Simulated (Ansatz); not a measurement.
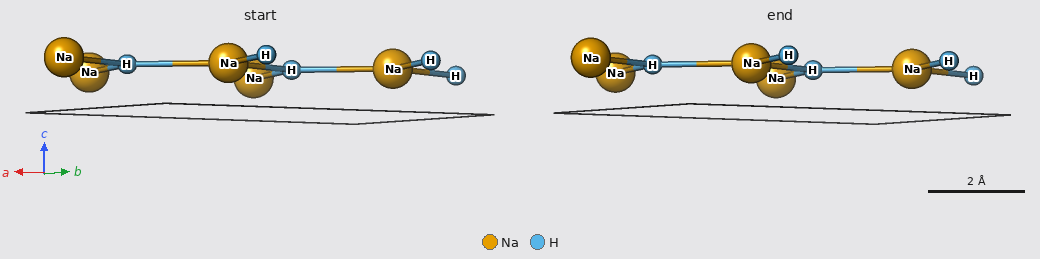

The structure of a slab of composition NaH before (left) and after (right) a relaxation, at one scale.

Style: ball-and-stick. Shown: the 2 × 1 repeat of the cell, outlined in the plane, without the vacuum, from a free direction.

Computed with DFT, LDA, plane waves, PAW (Ansatz).

Input
```yaml
crystal:
  lattice:
    - [3.7270952301, 0.0, 0.0]
    - [-1.863547615, 3.2277591516, 0.0]
    - [0.0, 0.0, 24.6]
  atoms:
    - { symbol: Na, position: [0.3333333333, 0.6666666667, 0.3333344137] }
    - { symbol: H, position: [0.6666666667, 0.3333333333, 0.3333322529] }
  periodic: [true, true, false]
kpoints:
  mp_grid: { grid: [12, 12, 1] }
hamiltonian:
  xc: lda
scf:
  occupations: { method: fermi_dirac, width: 0.02 }
relax:
  f_tol: 0.005
  cell: {}
output:
  write_density: true
  write_potential: true
  elf: true
  volumetric_format: npy
```

Run as
```bash
ansatz run input.yaml --threads 4 --pin off --max-ram 5529MiB --backend cpu --events-out ev --progress --plain --runs-dir out
```

> What changed between the two?

Over 2 accepted moves (3 points after the start) the energy falls by 7.9 meV per cell of the calculation. All forces vanish by symmetry, so only the cell relaxes. The SCF was repeated once at an unchanged geometry on a basis and grid sized afresh for the cell, which shifted the energy by 0.4 meV per cell of the calculation at most. No atom moves by more than 0.005 Å relative to the cell and the layer's centre. In the plane the drawn cell goes a 7.454 → 7.278 Å (−2.4 %), b 3.727 → 3.639 Å (−2.4 %). Some distances before and after: Na1–H2 2.152 → 2.101 Å. Cost: 7.4 s on 4 threads of Arm Neoverse N1 (shared host), peak memory 0.48 GiB.
